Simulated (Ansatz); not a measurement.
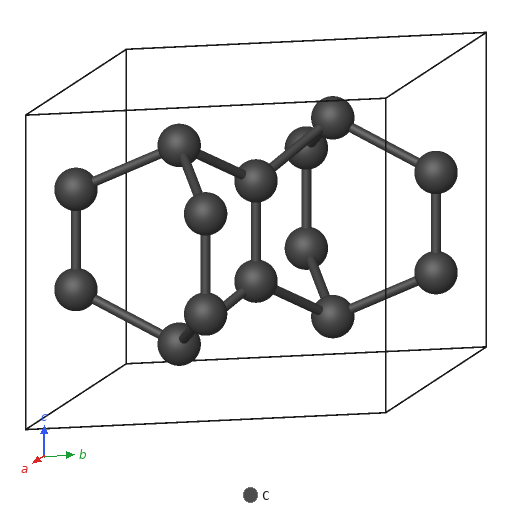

System: a slab cut from C (slab content C₂₈), space group P6/mmm (No. 191). The picture shows the bulk cell.

The given structure:
```xyz
10
Lattice="4.8242 0.0000 0.0000 -2.4121 4.1779 0.0000 0.0000 0.0000 4.1546" Properties=species:S:1:pos:R:3 pbc="T T T"
C     2.4121    1.3926    0.7640
C     0.0000    2.7853    0.7640
C     2.4121    1.3926    3.3906
C     0.0000    2.7853    3.3906
C     1.2061    2.0890    1.4155
C    -1.2061    2.0890    1.4155
C     2.4121    0.0000    1.4155
C     1.2061    2.0890    2.7391
C     2.4121    0.0000    2.7391
C    -1.2061    2.0890    2.7391
```

How it was computed, with Ansatz 0.2.0: spacing and rumpling of the atomic planes of a slab cut from the relaxed bulk cell along the Miller plane (conventional indices), bottom to top, after all atoms relax, plane waves with PAW datasets, Γ-centred k mesh. Level: r2SCAN, no spin polarisation.

- space group in which the indices count: 191
- Miller index h: 1
- Miller index k: 0
- Miller index l: 0
- top plane: C
- bottom plane: C
- planes: 11
- surface cell: (1, 1)
- slab thickness as cut: 9.75 Å
- vacuum: 15 Å
- surface area: 20.04 Å²
- surface a: 4.155 Å
- surface b: 4.824 Å
- surface angle: 90 °
- slab atoms: 28
- wave cutoff: 500 eV
- k mesh: 8×7×1
- occupations: Gaussian
- smearing width: 0.1 eV
- boundary: dipole corrected

Describe the result: the spacing change of each pair of planes. The cases: 1–2; 2–3; 3–4; 4–5; 5–6; 6–7; 7–8; 8–9; 9–10; 10–11.

The least value, −0.579 Å, is that of 1–2 and 10–11, and the largest, 0.002 Å, that of 4–5 and 7–8. In rising order: 1–2 (−0.579), 10–11 (−0.579), 2–3 (−0.067), 9–10 (−0.067), 5–6 (−0.004), 6–7 (−0.004), 3–4 (−0.003), 8–9 (−0.003), 4–5 (0.002), 7–8 (0.002), in Å. The spacing to next, in Å, is 0.117 for 1–2, 0.629 for 2–3, 1.390 for 3–4, 1.394 for 4–5, 0.692 for 5–6, 0.692 for 6–7, 1.394 for 7–8, 1.390 for 8–9, 0.629 for 9–10 and 0.117 for 10–11. The content of the two planes is C2 and C4 for 1–2, C4 and C2 for 2–3, C2 and C2 for 3–4, C2 and C2 for 4–5, C2 and C4 for 5–6, C4 and C2 for 6–7, C2 and C2 for 7–8, C2 and C2 for 8–9, C2 and C4 for 9–10 and C4 and C2 for 10–11.

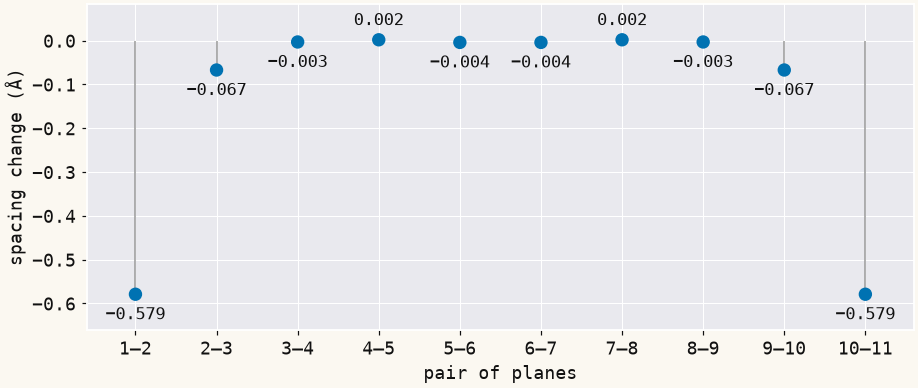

Caveats: a crossing between the sampled k points may be missed; k mesh lowers the symmetry; negative surface energy: the bulk reference is not the lowest state; odd k mesh can miss points on the zone edge; xc potential rough in thin density.
